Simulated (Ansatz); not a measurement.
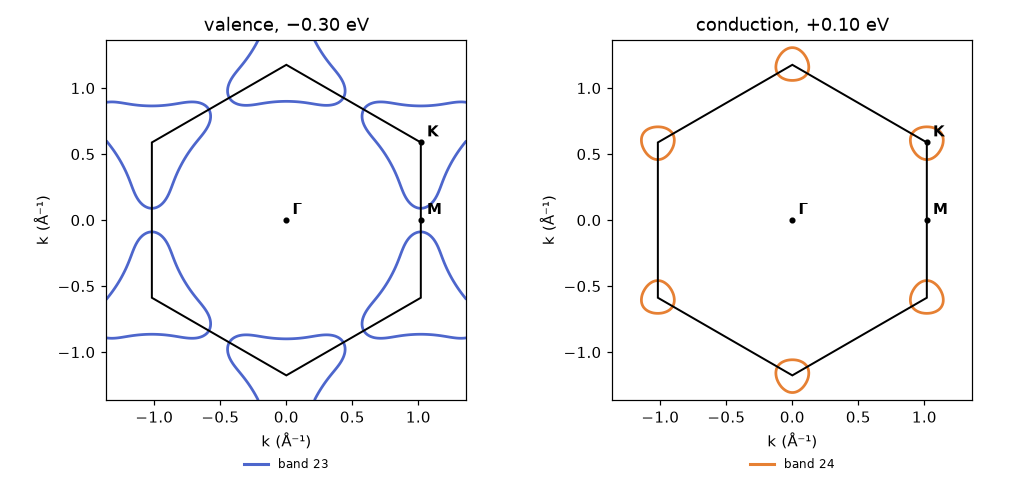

A single layer of Te2Mo (space group of the slab cell P-6m2): constant-energy contours at both band edges (energies from each edge).

Method: Ansatz 0.2.0, DFT PBE, scalar-relativistic, plane waves, PAW; levels and slopes on a dense k mesh at the converged density. No spin polarisation. Mesh 72×72×1, interpolated with the band slopes. Cell and positions as given, without relaxation. The cell comes from a database of computed structures, not from a measurement.

Masses come from a second pass at points close to the extrema; at the energies drawn a band may no longer be parabolic.

Question: Is the gap direct or indirect, and how large does the calculation make it?

Answer: The gap is direct, 1.05 eV at this level of theory (semilocal functionals give gaps that are too small, and can reorder valleys that lie close).

Question: Give the valleys and their effective masses.

Answer: Valence band (extrema up to 0.30 eV from the edge): two equivalent maxima at K, mass 0.64 mₑ in all directions. Band 23 forms the valence edge.
Conduction band (extrema up to 0.10 eV from the edge): two equivalent minima at K, mass 0.51 mₑ in all directions. Band 24 forms the conduction edge.

Spin-orbit coupling, left out here, can change the gap, its kind, the place of the band edges and the masses, since the compound holds Te and Mo.

Cost: 7.2 min on 1 thread of Arm Neoverse N1 (shared host), peak memory 1.3 GiB.
